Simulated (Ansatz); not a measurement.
# C: what the fields show

```
C
1.0
     0.00000   -2.45589    0.00000
    -2.12684   -1.22795    0.01101
    -0.06301   -0.81863  -10.60519
C
6
Direct
  0.11111 0.00000 0.66666
  0.55556 0.66667 0.33333
  0.33333 0.33334 0.00000
  0.88889 0.00000 0.33334
  0.66667 0.66666 0.00000
  0.44444 0.33333 0.66667
```

Space group P-1; a structure from a database of computed crystals, not necessarily the ambient phase.

Level of theory: DFT r2SCAN, scalar-relativistic, plane waves, PAW (Ansatz).

Core electrons are frozen (PAW), and the valence fields are smoothed inside the atomic spheres.

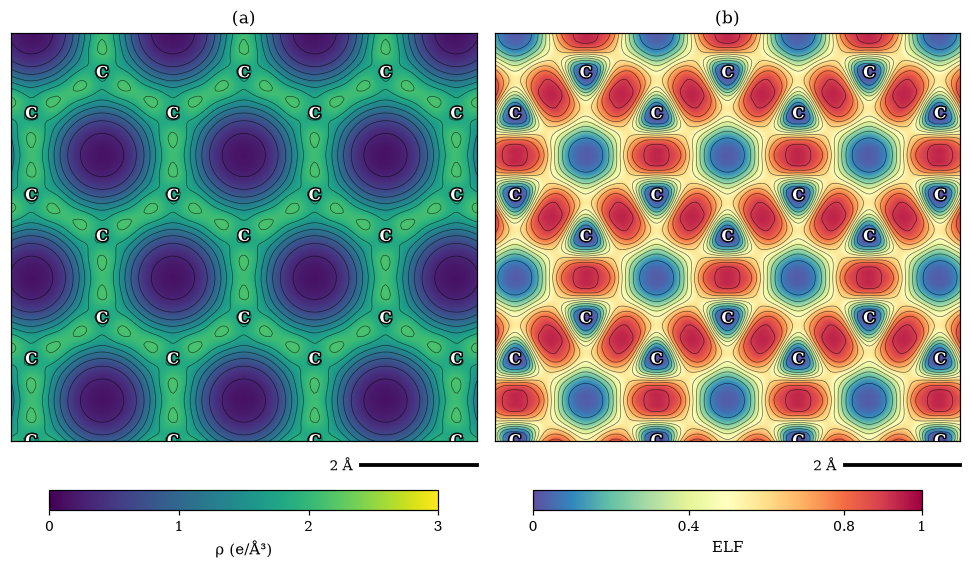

Figure 1. (a) valence electron density; (b) ELF on the (001) plane of the conventional cell.

Describe what can be read from this map.

Answer. Atoms in the plane: C. C–C (1.42 Å): ρ at the midpoint is about 2.1 e/Å³; the ELF peaks at about 0.95 between the atoms, as expected for a covalent bond. Between the atoms the lowest density in this plane is 0.15 e/Å³.

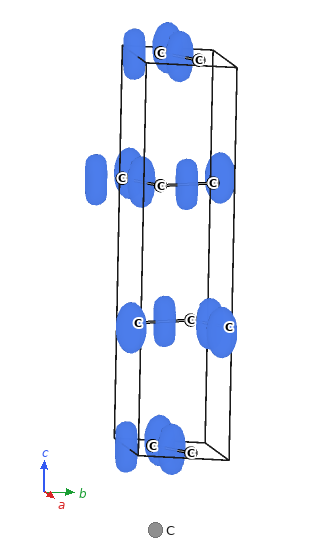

Figure 2. Isosurface of the electron localisation function at 0.8 (blue), seen slightly off an axis. Core shells and regions of very low density are left out. Sticks mark near contacts.

What do the ELF domains correspond to?

Answer. At this value the surface marks out nine regions between bonded C–C atoms (shared pairs), counted in one cell of 6 atoms. Regions shared between cells count once.
